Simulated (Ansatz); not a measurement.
System: H₃CCl (amorphous cell).

Input file:

```
accuracy: low
crystal:
  lattice:
    - [9.028715, 0.0, 0.0]
    - [0.0, 9.028715, 0.0]
    - [0.0, 0.0, 9.028715]
  atoms:
    - { symbol: C, position: [0.2023345, 0.1983981, 0.1050519] }
    - { symbol: Cl, position: [0.1166423, 0.2876226, 0.2581774] }
    - { symbol: H, position: [0.1228052, 0.1906145, 0.0148339] }
    - { symbol: H, position: [0.29779, 0.2633025, 0.0704046] }
    - { symbol: H, position: [0.2374508, 0.0881308, 0.1387081] }
    - { symbol: C, position: [0.4706926, 0.9329783, 0.8592536] }
    - { symbol: Cl, position: [0.3591402, 1.0910947, 0.8231036] }
    - { symbol: H, position: [0.4490039, 0.8497204, 0.7748586] }
    - { symbol: H, position: [0.5867066, 0.9654842, 0.8562714] }
    - { symbol: H, position: [0.4428136, 0.8895482, 0.9681635] }
    - { symbol: C, position: [0.2204128, 0.7491028, 0.8774158] }
    - { symbol: Cl, position: [0.0852219, 0.6103503, 0.9123837] }
    - { symbol: H, position: [0.1909025, 0.8487058, 0.9385155] }
    - { symbol: H, position: [0.3280498, 0.708826, 0.913704] }
    - { symbol: H, position: [0.2228125, 0.7724244, 0.7591994] }
    - { symbol: C, position: [0.5874896, 0.3888338, 0.761613] }
    - { symbol: Cl, position: [0.5038193, 0.4775048, 0.9161714] }
    - { symbol: H, position: [0.6600967, 0.4673757, 0.7060777] }
    - { symbol: H, position: [0.6511738, 0.2942272, 0.8005834] }
    - { symbol: H, position: [0.5010366, 0.3520817, 0.6861151] }
    - { symbol: C, position: [0.6931314, 0.8175002, 0.5435995] }
    - { symbol: Cl, position: [0.5020836, 0.7998841, 0.499532] }
    - { symbol: H, position: [0.7038503, 0.8468362, 0.660001] }
    - { symbol: H, position: [0.7480045, 0.7123234, 0.5223489] }
    - { symbol: H, position: [0.7413372, 0.9038338, 0.4746975] }
    - { symbol: C, position: [0.7777594, 0.3059638, 0.4730348] }
    - { symbol: Cl, position: [0.9007509, 0.2577515, 0.6189807] }
    - { symbol: H, position: [0.8010137, 0.2360857, 0.3776351] }
    - { symbol: H, position: [0.6644017, 0.2887121, 0.5101455] }
    - { symbol: H, position: [0.7946028, 0.4218111, 0.4443909] }
    - { symbol: C, position: [0.547848, 0.5518706, 0.2696856] }
    - { symbol: Cl, position: [0.5982443, 0.712333, 0.1673938] }
    - { symbol: H, position: [0.5056598, 0.4685859, 0.1934715] }
    - { symbol: H, position: [0.6452137, 0.5098406, 0.326941] }
    - { symbol: H, position: [0.462652, 0.581606, 0.3495744] }
    - { symbol: C, position: [0.0053281, 0.8935079, 0.1401956] }
    - { symbol: Cl, position: [-0.0372669, 0.7588274, 0.2773027] }
    - { symbol: H, position: [-0.0667829, 0.9888755, 0.155355] }
    - { symbol: H, position: [0.1205752, 0.9265905, 0.1523788] }
    - { symbol: H, position: [-0.0124361, 0.8452802, 0.031185] }
basis:
  ecutwfc: 420.0
kpoints:
  mp_grid: { grid: [1, 1, 1] }
hamiltonian:
  xc: pbe
  dispersion: d3bj
scf:
  occupations: { method: fermi_dirac, width: 0.02 }
  lower_state_search: "off"
relax:
  f_tol: 0.3
  max_steps: 15
  adjacent_minimum: "off"
output:
  write_density: true
  write_potential: true
  elf: true
  volumetric_format: npy
```

Launched as:

```sh
ansatz run input.yaml --threads 1 --pin off --max-ram 3072MiB --backend cpu --events-out ev --progress --plain --runs-dir out
```

The fields are those of the relaxed geometry.

Level of theory: DFT PBE-D3(BJ), scalar-relativistic, plane waves, PAW in Ansatz.

What will maps of the valence pseudo-density and electron localisation function show?

C–H (1.10 Å): ρ is about 2 e/Å³ halfway; the ELF climbs to about 1 towards the hydrogen, as it does in any bond to H: an ordinary covalent bond to hydrogen.

Does the calculation give a band gap?

It is gapped, with a Kohn–Sham gap of 5.3 eV at the Γ point, the only k-point used.

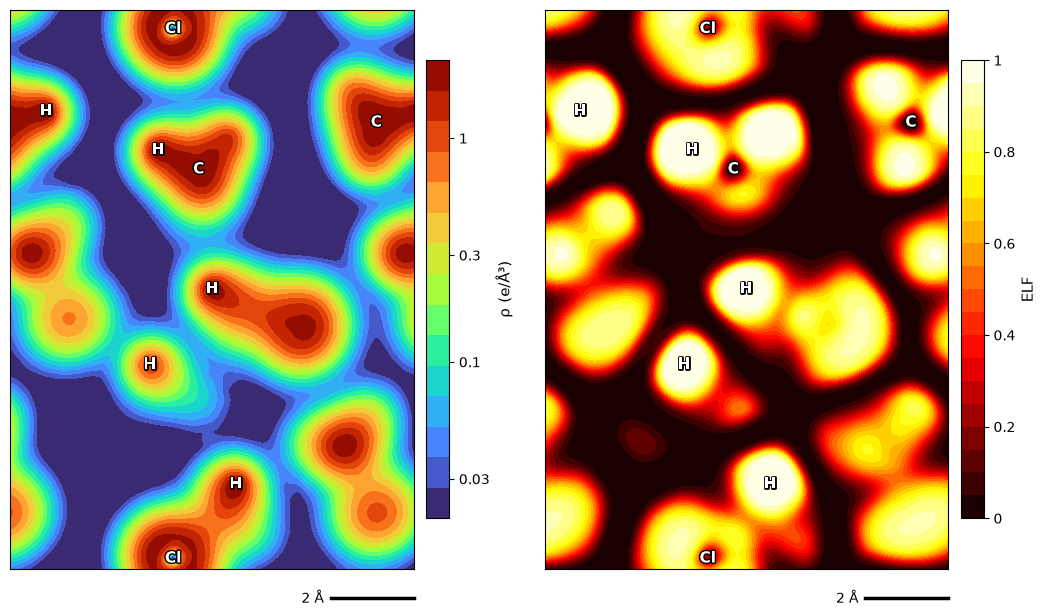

Computed valence pseudo-density and electron localisation function on the (101) plane of the calculation cell, in this order. Atoms just off the plane (C, 0.4 Å away, Cl, 0.5 Å away and H, 0.3 Å away) can leave unmarked features too.

Core electrons are frozen (PAW), and the valence fields are smoothed inside the atomic spheres.
